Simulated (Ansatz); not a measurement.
A series of calculations on BaTe

**1. Relaxation**

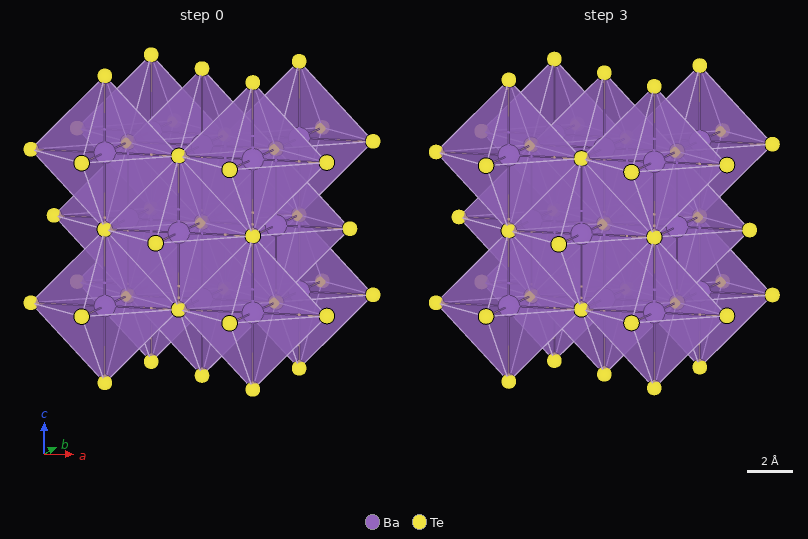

The structure of crystalline BaTe (set up in Fm-3m) before (left) and after (right) a relaxation, at one scale.

The picture is a polyhedral view of the conventional cell (4 times the calculation's cell), seen slightly off an axis. Lengths and directions refer to the drawn axes.

Case: relaxed at 3 GPa.

Theory: DFT r2SCAN, scalar-relativistic, plane waves, PAW in Ansatz 0.2.0.

Input
```yaml
crystal:
  lattice:
    - [0.0, 3.498561246, 3.498561246]
    - [3.498561246, 0.0, 3.498561246]
    - [3.498561246, 3.498561246, 0.0]
  atoms:
    - { symbol: Ba, position: [0.0, 0.0, 0.0] }
    - { symbol: Te, position: [0.5, 0.5, 0.5] }
basis:
  ecutwfc: 500
kpoints:
  mp_grid: { grid: [8, 8, 8] }
hamiltonian:
  xc: r2scan
scf:
  occupations: { method: gaussian, width: 0.02 }
output:
  forces: true
  stress: true
  eigenvalues: true
relax:
  adjacent_minimum: "off"
  f_tol: 0.008
  max_steps: 50
  cell: { stress_tol: 0.08, p_target: 3.0 }
```

What changed between the two?

Answer. No atom moves by more than 0.005 Å relative to the cell. Cell: a = b = c 6.997 → 6.876 Å (−1.7 %). Volume −5.1 %. Among the contacts that change: Ba1–Te2 3.499 → 3.438 Å. The space group stays Fm-3m (No. 225). After 2 accepted moves (3 points after the start) the energy has risen by 51.6 meV per cell of the calculation. With the target pressure of 3 GPa, the enthalpy E + pV changes by −30.5 meV per cell of the calculation. All forces vanish by symmetry, so only the cell relaxes. The pressure goes from 0.92 to 2.95 GPa. The SCF was repeated once at an unchanged geometry on a basis and grid sized afresh for the cell, which shifted the energy by 0.2 meV per cell of the calculation at most.

**2. Relaxation**

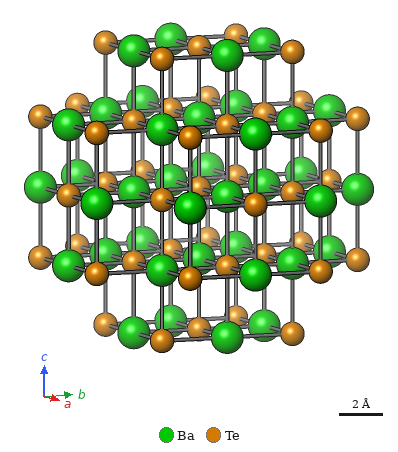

Starting structure of solid BaTe (set up in Fm-3m). A ball-and-stick model of the conventional cell (4 times the calculation's cell), seen slightly off an axis. Lengths and directions refer to the drawn axes.

Case: relaxed at 8 GPa.

Method: DFT r2SCAN, scalar-relativistic, plane waves, PAW in Ansatz.

Input file:
```yaml
crystal:
  lattice:
    - [0.0, 3.3473809243, 3.3473809243]
    - [3.3473809243, 0.0, 3.3473809243]
    - [3.3473809243, 3.3473809243, 0.0]
  atoms:
    - { symbol: Ba, position: [0.0, 0.0, 0.0] }
    - { symbol: Te, position: [0.5, 0.5, 0.5] }
basis:
  ecutwfc: 500
kpoints:
  mp_grid: { grid: [8, 8, 8] }
hamiltonian:
  xc: r2scan
scf:
  occupations: { method: gaussian, width: 0.02 }
output:
  forces: true
  stress: true
  eigenvalues: true
relax:
  adjacent_minimum: "off"
  f_tol: 0.008
  max_steps: 50
  cell: { stress_tol: 0.08, p_target: 8.0 }
```

Q: What does the optimiser find from here?

A: No atom moves by more than 0.005 Å relative to the cell. The drawn cell changes as follows: a = b = c 6.695 → 6.658 Å (−0.5 %); the volume changes by −1.6 %. Some distances before and after: Ba1–Te2 3.347 → 3.329 Å. The space group stays Fm-3m (No. 225). Over 2 accepted moves (3 points after the start) the energy rises by 57.2 meV per cell of the calculation. With the target pressure of 8 GPa, the enthalpy E + pV changes by −4.0 meV per cell of the calculation. All forces vanish by symmetry, so only the cell relaxes. Pressure: 6.98 GPa at the start and 7.98 GPa at the end. The SCF was repeated once at an unchanged geometry on a basis and grid sized afresh for the cell, which shifted the energy by 0.1 meV per cell of the calculation at most. The run took roughly 40 core-seconds on a shared host.

Step by step:

```tsv
step	E − E(0), meV/atom	pressure, GPa	volume, Å³/atom	note
0	0.00	6.98	37.507	
1	57.91	8.95	36.338	
2	28.56	7.98	36.894	
3	28.59	7.98	36.894	same geometry, new basis
```

**3. A change**

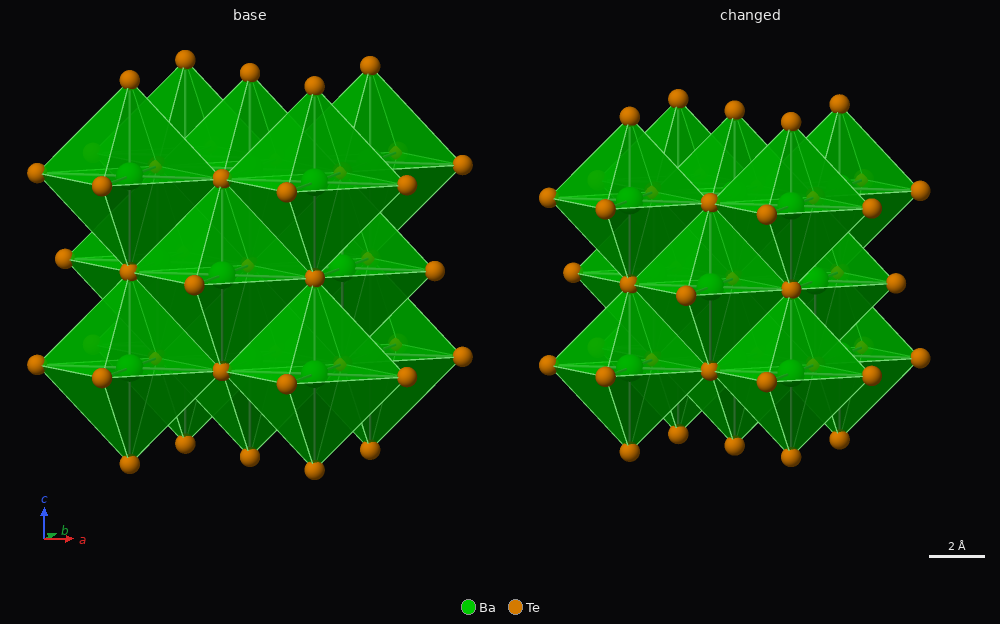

Left: solid BaTe (set up in Fm-3m). Right: the same structure after one change, at the same scale. The picture is a polyhedral view of the conventional cell (4 times the calculation's cell), seen slightly off an axis. Lengths and directions refer to the drawn axes.

Theory: DFT r2SCAN, scalar-relativistic, plane waves, PAW in Ansatz. Set-up: plane-wave cutoff 500 eV; k-point mesh 8 × 8 × 8; occupations gaussian; smearing width 0.02 eV; no spin polarisation.

The crystal is put under a hydrostatic pressure of 30 GPa. Cell and atoms are relaxed at that pressure.

**How do the computed properties respond?**

It costs 967 meV per atom. The pressure goes from 0.0 to 30.0 GPa. The drawn cell changes as follows: a = b = c 7.064 → 6.165 Å (−12.7 %); the volume changes by −33.5 %. The atoms keep their places relative to the cell (all moves are under 0.005 Å). Some distances before and after: Ba–Te 3.532 → 3.083 Å. The space group stays Fm-3m (No. 225).
